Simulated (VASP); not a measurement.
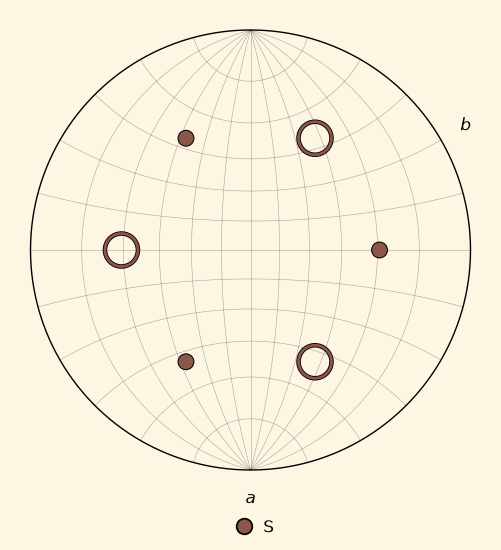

Directions from one platinum atom at (0, 0, 0) to its bonded neighbours, in stereographic projection down c (filled: above the plane of the page or in it, open: below). Crystal: PtS2, an entry of the Crystallography Open Database, as set up for an electronic-structure calculation. Symmetry computed with spglib at a tolerance of 0.002 Å; standard conventional cell.

Neighbours are counted up to 2.94 Å for S.

```
Pt S
1.0
     3.54320    0.00000    0.00000
    -1.77160    3.06850    0.00000
     0.00000    0.00000    5.03880
Pt S
1 2
Cartesian
  0.0000 0.0000 0.0000
  1.7716 1.0228 3.8950
  0.0000 2.0457 1.1438
```

**How many neighbours are there, and at what angles?**

6: 6 S at 2.34 Å. Angles between bonds: 82° (6×), 98° (6×), 180° (3×).

**What is the site's symmetry in the crystal?**

Point group -3m (D3d), order 12: one threefold axis, three twofold axes, three mirror planes, an inversion centre. In No. 164, P-3m1 this is Wyckoff position 1a.
